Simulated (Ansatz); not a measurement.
A series of calculations on LiF

### Scan

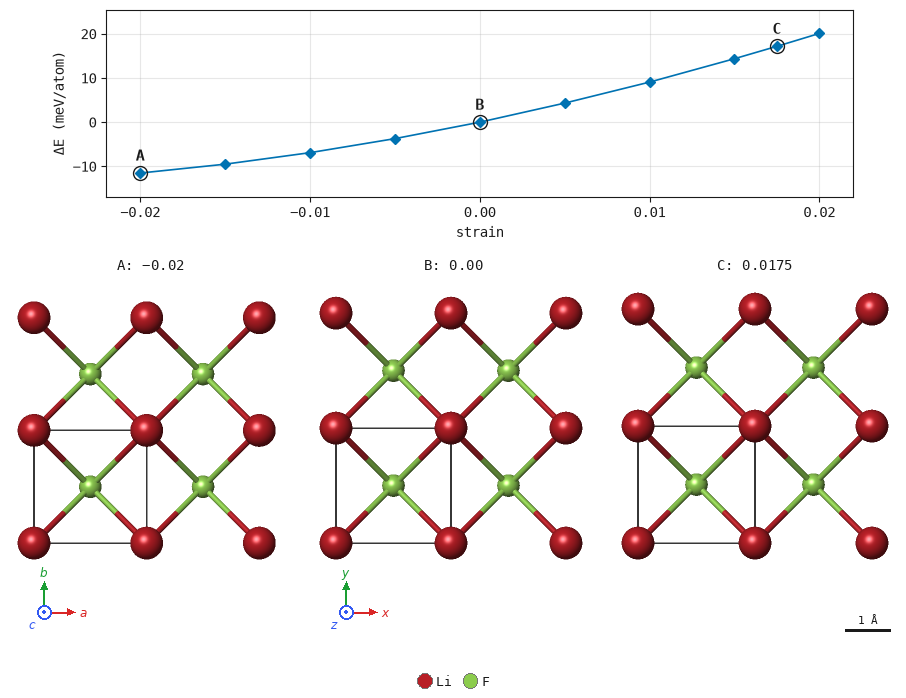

A scan of a crystal of LiF (Pm-3m): the cell is strained equally along x and y, with the atoms kept at their fractional coordinates. x, y and z are the Cartesian axes of the input. The lettered frames are marked on the plot. A ball-and-stick model of the cell of the calculation, repeated 2 × 2 × 3 with one cell outlined, seen along the c axis.

Theory: DFT LDA, scalar-relativistic, plane waves, PAW in Ansatz. Settings: plane-wave cutoff 420 eV; k-point mesh 10 × 10 × 10; occupations gaussian; smearing width 0.05 eV; no spin polarisation. Energies (free energies at the smearing named) are counted from the cell as listed in its source, which wasn't relaxed.

> What does the scan show?

The lowest computed point lies at the strain −0.02 (−11.5 meV/atom). The energy is still falling at the end of the range, so the minimum along this coordinate lies there or beyond. The unrelaxed reference is under a pressure of −7.7 GPa, which tilts the curve. The distortion takes the space group from Pm-3m to P4/mmm. At the strain −0.02 the cell of the drawing goes a 2.560 → 2.508 Å, b 2.560 → 2.508 Å.

The computed points:

| strain | ΔE (meV/atom) |
| --- | --- |
| −0.0200 | −11.5 |
| −0.0150 | −9.5 |
| −0.0100 | −6.9 |
| −0.0050 | −3.7 |
| 0.0000 | 0.0 |
| 0.0050 | 4.3 |
| 0.0100 | 9.1 |
| 0.0150 | 14.4 |
| 0.0175 | 17.2 |
| 0.0200 | 20.1 |

### Scan

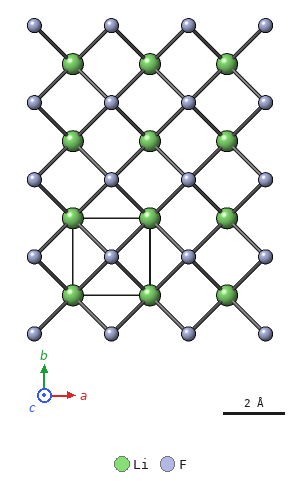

Crystalline LiF (Pm-3m): the cell is strained equally along x and y and separately along z, with the atoms kept at their fractional coordinates. x, y and z are the Cartesian axes of the input. The picture shows the reference cell. A ball-and-stick model of the cell of the calculation, repeated 2 × 3 × 3 with one cell outlined, seen along the c axis.

All numbers below come from Ansatz 0.2.0, DFT LDA, scalar-relativistic, plane waves, PAW. (plane-wave cutoff 420 eV; k-point mesh 10 × 10 × 10; occupations gaussian; smearing width 0.05 eV; no spin polarisation). Energies (free energies at the smearing named) are counted from the cell as listed in its source, which wasn't relaxed.

```xyz
2
Lattice="2.5595 0.0000 0.0000 0.0000 2.5595 0.0000 0.0000 0.0000 2.5595" Properties=species:S:1:pos:R:3 pbc="T T T"
Li    0.0000    0.0000    0.0000
F     1.2798    1.2798    1.2798
```

Q: Give the energy at each point on a grid with rows −0.050, −0.025, 0.000, 0.025, 0.050 and columns −0.050, −0.025, 0.000, 0.025, 0.050 (strain along x and y; strain along z).

A: Rows: strain along x and y; columns: strain along z; values in meV/atom.

```
        −0.050  −0.025  0.000  0.025  0.050
−0.050   −19.7   −19.3   −9.8    7.6   31.9
−0.025   −19.7   −20.7  −12.9    2.6   25.0
 0.000    −3.2    −6.0    0.0   13.6   33.9
 0.025    26.8    22.2   26.3   37.9   55.8
 0.050    67.9    61.3   63.3   72.7   88.4
```

In pairs of (strain along x and y; strain along z): the lowest computed point lies at (−0.025, −0.025) (−20.7 meV/atom), the highest at (0.050, 0.050) (88.4 meV/atom). The valley is tilted: raising the in-plane strain is eased by raising the strain along z (cross term 0.16 of the geometric mean of the two curvatures). Over the ranges scanned the energy rises more along the first axis, the in-plane strain. The pressure runs from −12.9 GPa at (0.050, 0.050) to 4.0 GPa at (−0.050, −0.050).

As a map, interpolated between the computed points (dots):

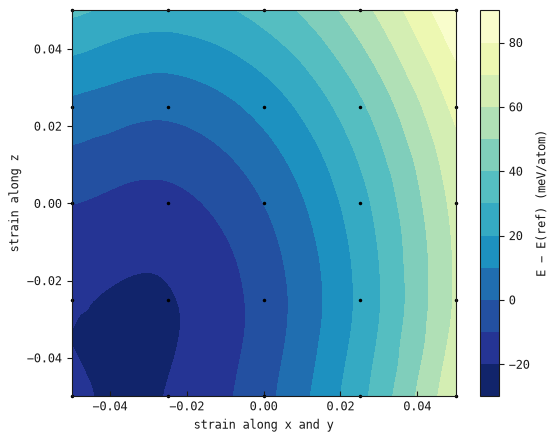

### Energy map

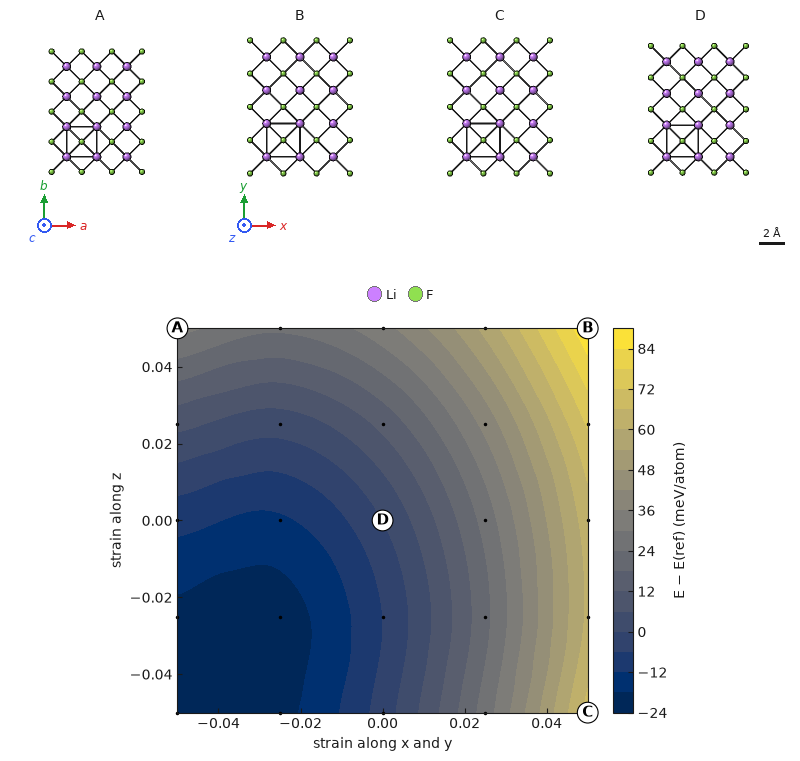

Crystalline LiF (Pm-3m): the cell is strained equally along x and y and separately along z, with the atoms kept at their fractional coordinates. x, y and z are the Cartesian axes of the input. The map is interpolated between the computed points (dots). The lettered frames are marked on it. The picture is a ball-and-stick view of the cell of the calculation, repeated 2 × 3 × 3 with one cell outlined, seen along the c axis.

The calculation used DFT LDA, scalar-relativistic, plane waves, PAW (Ansatz). Set-up: plane-wave cutoff 420 eV; k-point mesh 10 × 10 × 10; occupations gaussian; smearing width 0.05 eV; no spin polarisation. Energies (free energies at the smearing named) are counted from the cell as listed in its source, which wasn't relaxed.

Question: Where is the lowest point of the map, and what else does it tell?

Answer: In pairs of (strain along x and y; strain along z): the lowest computed point lies at (−0.025, −0.025) (−20.7 meV/atom), the highest at (0.050, 0.050) (88.4 meV/atom). The valley is tilted: raising the in-plane strain is eased by raising the strain along z (cross term 0.16 of the geometric mean of the two curvatures). Over the ranges scanned the energy rises more along the first axis, the in-plane strain. The pressure runs from −12.9 GPa at (0.050, 0.050) to 4.0 GPa at (−0.050, −0.050). The frames lie at A (−0.050, 0.050): 31.9 meV/atom, B (0.050, 0.050): 88.4 meV/atom, C (0.050, −0.050): 67.9 meV/atom, D (0.000, 0.000): 0.0 meV/atom.
